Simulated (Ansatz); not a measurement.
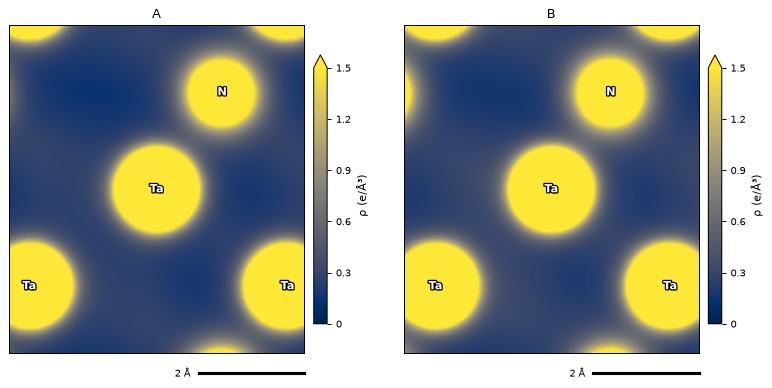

Ta₂N. The valence pseudo-density of two cells that differ in size and shape, on the (110) plane of each (indices in the axes of the calculation cell), at one length scale and on one colour scale; one has 12.0 and the other 13.2 Å³ an atom.

Space group P-1; a point of a scan over the structure, not its minimum; a structure from a database of computed crystals, not necessarily the ambient phase; computed without spin polarisation; PAW files of the earlier set (soft_1).

Method: DFT LDA, scalar-relativistic, plane waves, PAW in Ansatz 0.2.0.

In a PAW calculation such maps are meaningful between the atoms, not at the nuclei.

The larger cell:

```
Ta N
1.0
     3.06184   -0.14283    0.00000
    -1.65462    2.72305    0.00000
     0.00000    0.00000    4.89870
Ta N
2 1
Direct
  0.66667 0.33333 0.74669
  0.33333 0.66667 0.25331
  0.00000 0.00000 0.00000
```

The smaller cell: a = 3.065 Å, b = 3.186 Å, c = 4.452 Å, α = 90.00°, β = 90.00°, γ = 123.96°.

> Which is the denser cell? Describe the effect of the change.

Panel B is the smaller cell, by 9 % in volume. From the larger cell to the smaller, Ta–N goes from 2.22 to 2.16 Å, and the density at its midpoint from 0.55 to 0.62 e/Å³; the pressure goes from −4.7 to 30 GPa.
